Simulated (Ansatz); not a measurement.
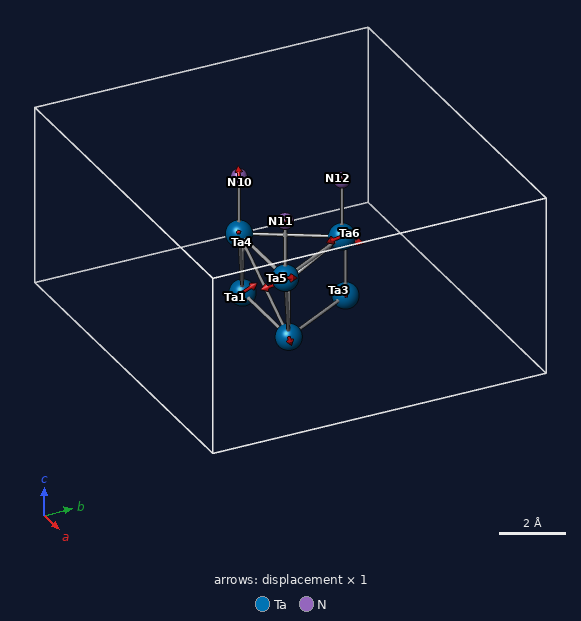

A relaxation of a wire of composition TaN. The starting structure is drawn; red arrows show the displacements (the part carried along by the change of the cell is left out), at their true length.

Style: ball-and-stick. Shown: the cell of the calculation, with the vacuum cut short, from a free direction.

Case: wire along [0 0 1], 12 atoms a period.

Computed with DFT PBE, scalar-relativistic, plane waves, PAW in Ansatz 0.2.0. (plane-wave cutoff 420 eV; k-point mesh 1 × 1 × 9; occupations gaussian; smearing width 0.05 eV; collinear spin; cell relaxed at fixed a, b, alpha, beta, gamma; force threshold 0.02 eV/Å; at most 45 steps)

Q: Atoms of which element are displaced furthest, and by how much?

A: Nitrogen: up to 1.00 Å, against 0.63 Å for tantalum.

Q: What happened in the run?

A: The largest move relative to the centre of the atoms is that of an N atom, 1.00 Å. Largest moves by element: N 1.00 Å, Ta 0.63 Å. Along the periodic axis the drawn cell goes c 6.105 → 5.370 Å (−12.0 %). Near-neighbour distances that change, for instance: Ta–Ta 4.750 → 3.354 Å, Ta–Ta 3.554 → 2.911 Å, Ta–Ta 3.554 → 2.961 Å, Ta–Ta 3.554 → 3.002 Å. Bond angles that change, for instance: Ta–Ta–N 90.0° → 127.2°, Ta–Ta–N 90.0° → 115.7°, Ta–N–Ta 120.6° → 97.9°. Over 31 accepted moves (37 points after the start) the energy falls by 6.154 eV per cell of the calculation. The largest force component goes from 3.9 to 0.012 eV/Å. The line search rejected the trial steps at points 5, 16, 29, 31 of the run. At 2 points the geometry stayed and the basis and grid were re-selected for the new cell (energy shift of 18.3 meV per cell of the calculation at most each time). The program noted that the starting moments weren't kept. The run may lie on a higher electronic state than the lowest, so the end point isn't shown to be the ground-state structure. Cost: 28 min on 4 threads of Arm Neoverse V2, with other jobs on the host, peak memory 2.2 GiB.

Limits of the set-up: the k-point mesh is coarse for a cell with partly filled bands.
